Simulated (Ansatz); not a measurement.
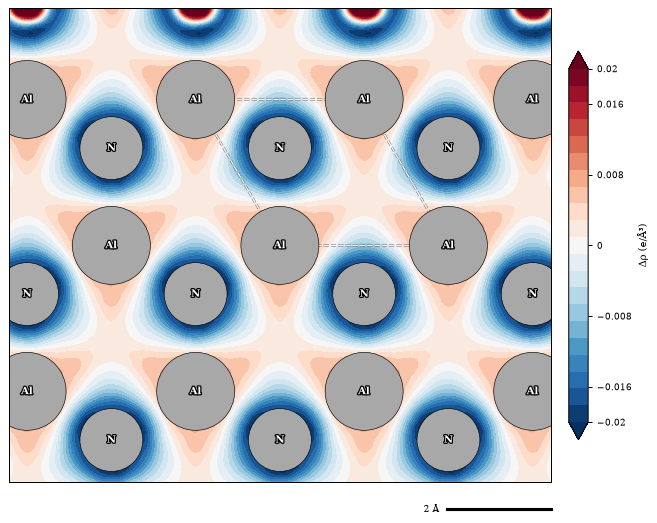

Al2N3. Difference of the valence pseudo-densities of two functionals at the same geometry, on the (001) plane of the calculation cell: PBE less r2SCAN.

Both computed with Ansatz (plane waves, PAW), on the same k-point mesh. Grey discs cover the atomic cores.

```
Al N
1.0
     3.25759    0.00000    0.00000
    -1.62879    2.82115    0.00000
     0.00000    0.00000   15.69899
Al N
4 6
Direct
  0.66667 0.33333 0.43136
  0.33333 0.66667 0.30030
  0.33333 0.66667 0.56864
  0.66667 0.33333 0.69970
  0.00000 0.00000 0.96491
  0.00000 0.00000 0.03509
  0.33333 0.66667 0.43261
  0.66667 0.33333 0.29427
  0.66667 0.33333 0.56739
  0.33333 0.66667 0.70573
```

### What does the difference map show?

Against r2SCAN, PBE gives less density around N (−0.006 e/Å³ on average at 0.8 Å from the nucleus) and a change of −0.006 e/Å³ at the midpoint of Al–N.
